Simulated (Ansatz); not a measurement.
## From GaAs to AlAs

System: GaAs (F-43m, 2 atoms in the cell).
Method of the first run: DFT PBE, scalar-relativistic, plane waves, PAW, no spin polarisation (Ansatz 0.2.0).
System of the second run: AlAs (F-43m, 2 atoms in the cell).

On the first run: The structure was made by swapping elements on the sites of another compound; it need not be a known phase. On the second run: The structure derives from a Materials Project entry. Text and figures count atoms from 1; the logs count them from 0 in places.

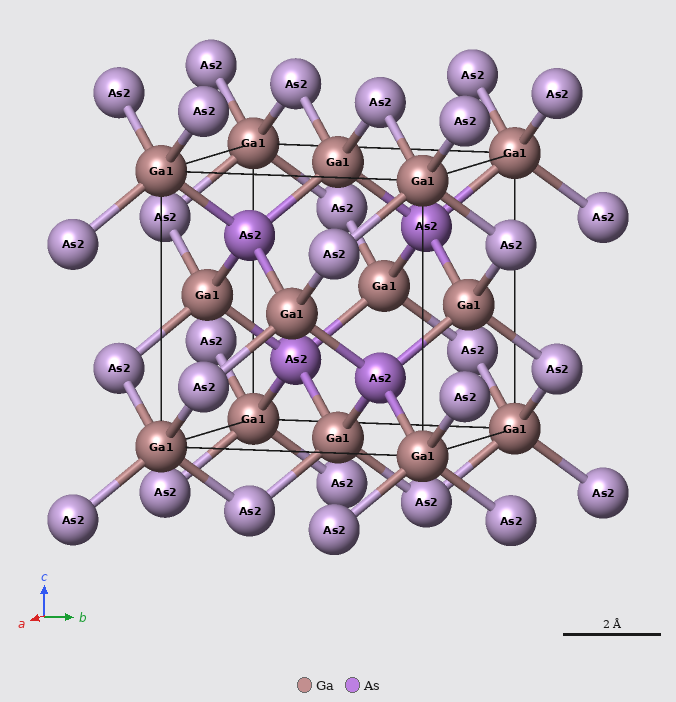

Fig. 1: The structure as given in the input (ball-and-stick view of the cell 4 times as large as that of the calculation, set on its symmetry axes, seen slightly off an axis; neighbours outside the cell are drawn fainter; atoms are numbered from 1 in the order of the input).

### Input, the first run
```yaml
crystal:
  lattice:
    - [0.0, 2.8718540078, 2.8718540078]
    - [2.8718540078, 0.0, 2.8718540078]
    - [2.8718540078, 2.8718540078, 0.0]
  atoms:
    - { symbol: Ga, position: [0.0, 0.0, 0.0] }
    - { symbol: As, position: [0.75, 0.75, 0.75] }
basis:
  ecutwfc: 420
kpoints:
  mp_grid: { grid: [6, 6, 6] }
hamiltonian:
  xc: pbe
scf:
  occupations: { method: gaussian, width: 0.1 }
output:
  forces: true
  stress: true
  eigenvalues: true
```

Launched with:
```bash
ansatz run input.yaml --threads 1 --pin off --max-ram 2560MiB --backend cpu --events-out ev --progress --plain --runs-dir out
```

Hardware: 1 thread of Intel Xeon @ 2.50GHz (Skylake/Cascade Lake), 176 GiB of memory available, shared host.

### Output, shortened to warnings, some set-up lines, iterations and results (the first run)
```
Basis set: ecut = 420 eV, 941 PW (Γ), exchange–correlation on 60×60×60 points (8 copies of the dense FFT grid, shifted against one another)
Symmetry: 24 space group operations
k-points: 16 of 216 (time reversal used)
Initial density: superposition of atomic densities (neutral atoms: chi_scale 0, normalization atom), corrected by the library's trained network
[...]
SCF iter   1: F=—  HF=-8639.836425 eV  |F-HF|=—  |Δ(HF+E_count)|=         —  Δρ=1.53e-3  dr2=1.81e-3  ethr=1.77e-3  ⟨swp⟩=5.6  Hψ=1339  notcnv=0
SCF iter   2: F=—  HF=-8639.835577 eV  |F-HF|=—  |Δ(HF+E_count)|=   8.48e-4  Δρ=7.19e-4  dr2=2.72e-4  ethr=6.46e-6  ⟨swp⟩=2.0  Hψ=561  notcnv=0
SCF iter   3: F=—  HF=-8639.835506 eV  |F-HF|=—  |Δ(HF+E_count)|=   7.05e-5  Δρ=2.39e-4  dr2=3.47e-5  ethr=9.70e-7  ⟨swp⟩=2.0  Hψ=433  notcnv=0
SCF iter   4: F=—  HF=-8639.835511 eV  |F-HF|=—  |Δ(HF+E_count)|=   5.02e-6  Δρ=1.19e-4  dr2=9.73e-6  ethr=1.24e-7  ⟨swp⟩=2.9  Hψ=448  notcnv=0
SCF iter   5: F=—  HF=-8639.835518 eV  |F-HF|=—  |Δ(HF+E_count)|=   6.55e-6  Δρ=3.71e-5  dr2=6.81e-7  ethr=3.47e-8  ⟨swp⟩=2.0  Hψ=353  notcnv=0
SCF iter   6: F=-8639.835518 eV  HF=-8639.835518 eV  |F-HF|=1.67e-9  |Δ(HF+E_count)|=   5.30e-7  Δρ=4.39e-6  dr2=1.62e-8  ethr=3.57e-10  ⟨swp⟩=5.6  Hψ=1295  notcnv=0
SCF 1 converged in 6 iterations: F = -8639.835518 eV  dr2 = 1.62e-8
SCF converged after 6 iterations
Free energy (F): -8639.835518 eV
Harris-Foulkes:  -8639.835518 eV  (|F-HF|=1.67e-9)
Internal energy: -8639.835075 eV  (E = F + TS)
E sigma→0 (E₀):  -8639.835296 eV
Entropy (-TS):   -0.000443 eV (-0.222 meV/atom)
Fermi energy:    7.668105 eV
--- Per-component energies (eV) ---
  E_band       = -326.903163
  E_kinetic    = 218.275347
  E_local      = -3984.456734  (includes V_loc(G=0)·N_el)
  E_nonlocal   = -245.666467
  E_hartree    = 2000.841959
  E_xc         = -147.815642
  E_vxc        = -136.615978  (∫ρ·V_xc dr)
  E_paw        = -3824.576638  (= ΣΔE_a)
  E_vpaw       = -180.126636  (= ΣTr[D̂ρ^β])
  E_aug_tail   = -0.000109  (compensation charges beyond the density's cutoff)
  E_ewald      = -2656.436790
  E_smearing   = -0.000443  (= −TS)
  E_closure    = 0.000000  (closes the sum)
  Σ components = -8639.835518   (vs F -8639.835518, Δ=0.00e0)
--- Forces (eV/Å), atoms counted from 1 ---
  atom   1  Ga    -0.00000000     0.00000000    -0.00000000
  atom   2  As     0.00000000    -0.00000000    -0.00000000
  max |Σ_I F_I| component: 2.59e-16 eV/Å
--- Stress (GPa, compression-positive) ---
        0.050114      -0.000000      -0.000000
       -0.000000       0.050114       0.000000
       -0.000000       0.000000       0.050114
  P = ⅓ Tr σ = 0.0501 GPa (0.501 kbar)
```

For the second run the input was changed thus:
```diff
-    - [0.0, 2.8718540078, 2.8718540078]
-    - [2.8718540078, 0.0, 2.8718540078]
-    - [2.8718540078, 2.8718540078, 0.0]
+    - [0.0, 2.8379008005, 2.8379008005]
+    - [2.8379008005, 0.0, 2.8379008005]
+    - [2.8379008005, 2.8379008005, 0.0]
-    - { symbol: Ga, position: [0.0, 0.0, 0.0] }
+    - { symbol: Al, position: [0.0, 0.0, 0.0] }
```

How does the second run compare with the first run?

The total energies belong to different systems, so their difference says nothing on which is more stable or more accurate. The gap on the mesh goes from 0.16 to 1.46 eV. The pressure goes from 0.05 to 1.99 GPa. The volume per atom goes from 23.69 to 22.86 Å³. The number of SCF iterations is the same. The plane waves at Γ go from 941 to 893.

### Output, shortened to warnings, some set-up lines, iterations and results (the second run)
```
Basis set: ecut = 420 eV, 893 PW (Γ), exchange–correlation on 54×54×54 points (8 copies of the dense FFT grid, shifted against one another)
Symmetry: 24 space group operations
k-points: 16 of 216 (time reversal used)
Initial density: superposition of atomic densities (neutral atoms: chi_scale 0, normalization atom), corrected by the library's trained network
[...]
SCF iter   1: F=—  HF=-5394.597025 eV  |F-HF|=—  |Δ(HF+E_count)|=         —  Δρ=1.45e-3  dr2=1.75e-3  ethr=1.77e-3  ⟨swp⟩=5.1  Hψ=1216  notcnv=0
SCF iter   2: F=—  HF=-5394.596345 eV  |F-HF|=—  |Δ(HF+E_count)|=   6.80e-4  Δρ=4.43e-4  dr2=8.54e-5  ethr=9.71e-6  ⟨swp⟩=1.8  Hψ=374  notcnv=0
SCF iter   3: F=—  HF=-5394.596340 eV  |F-HF|=—  |Δ(HF+E_count)|=   4.95e-6  Δρ=1.78e-4  dr2=9.41e-6  ethr=4.74e-7  ⟨swp⟩=2.2  Hψ=264  notcnv=0
SCF iter   4: F=—  HF=-5394.596350 eV  |F-HF|=—  |Δ(HF+E_count)|=   1.02e-5  Δρ=2.16e-5  dr2=1.79e-7  ethr=5.23e-8  ⟨swp⟩=2.8  Hψ=337  notcnv=0
SCF iter   5: F=-5394.596350 eV  HF=-5394.596350 eV  |F-HF|=9.64e-9  |Δ(HF+E_count)|=   4.00e-8  Δρ=8.83e-6  dr2=2.26e-8  ethr=9.97e-10  ⟨swp⟩=2.0  Hψ=352  notcnv=0
SCF iter   6: F=-5394.596350 eV  HF=-5394.596350 eV  |F-HF|=6.78e-10  |Δ(HF+E_count)|=   1.96e-8  Δρ=1.64e-6  dr2=8.78e-10  ethr=1.25e-10  ⟨swp⟩=1.9  Hψ=664  notcnv=0
SCF 1 converged in 6 iterations: F = -5394.596350 eV  dr2 = 8.78e-10
SCF converged after 6 iterations
Free energy (F): -5394.596350 eV
Harris-Foulkes:  -5394.596350 eV  (|F-HF|=6.78e-10)
Internal energy: -5394.596350 eV  (E = F + TS)
E sigma→0 (E₀):  -5394.596350 eV
Fermi energy:    7.013163 eV
--- Per-component energies (eV) ---
  E_band       = -267.563277
  E_kinetic    = 126.630614
  E_local      = -2119.909595  (includes V_loc(G=0)·N_el)
  E_nonlocal   = -659.967312
  E_hartree    = 1133.232749
  E_xc         = -119.013367
  E_vxc        = -108.329694  (∫ρ·V_xc dr)
  E_paw        = -2303.082600  (= ΣΔE_a)
  E_vpaw       = 227.548108  (= ΣTr[D̂ρ^β])
  E_aug_tail   = 0.000006  (compensation charges beyond the density's cutoff)
  E_ewald      = -1452.486845
  E_smearing   = -0.000000  (= −TS)
  E_closure    = 0.000000  (closes the sum)
  Σ components = -5394.596350   (vs F -5394.596350, Δ=0.00e0)
--- Forces (eV/Å), atoms counted from 1 ---
  atom   1  Al    -0.00000000     0.00000000     0.00000000
  atom   2  As     0.00000000     0.00000000    -0.00000000
  max |Σ_I F_I| component: 1.71e-16 eV/Å
--- Stress (GPa, compression-positive) ---
        1.991195      -0.000000      -0.000000
        0.000000       1.991195       0.000000
       -0.000000       0.000000       1.991195
  P = ⅓ Tr σ = 1.9912 GPa (19.912 kbar)
```

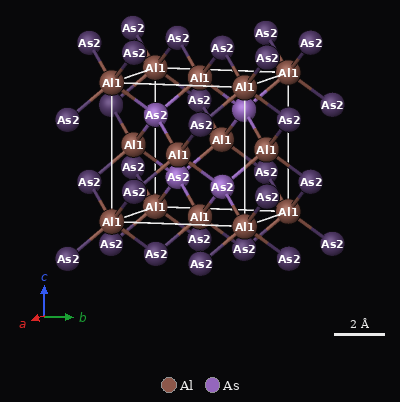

Fig. 2: The input structure of the second run (ball-and-stick view of the cell 4 times as large as that of the calculation, set on its symmetry axes, seen slightly off an axis; neighbours outside the cell are drawn fainter; atoms are numbered from 1 in the order of the input).

### The two runs side by side

| quantity | the first run | the second run |
| --- | --- | --- |
| outcome | converged | converged |
| free energy per atom (eV) | −4319.9178 | −2697.2982 |
| gap on the mesh (eV) | 0.16 | 1.46 |
| pressure (GPa) | 0.05 | 1.99 |
| volume per atom (Å³) | 23.69 | 22.86 |
| largest force (eV/Å) | 0.000 | 0.000 |
| SCF iterations | 6 | 6 |
| irreducible k-points | 16 | 16 |
| plane waves at Γ | 941 | 893 |
| wall time (shared host) | 1.9 s | 1.2 s |
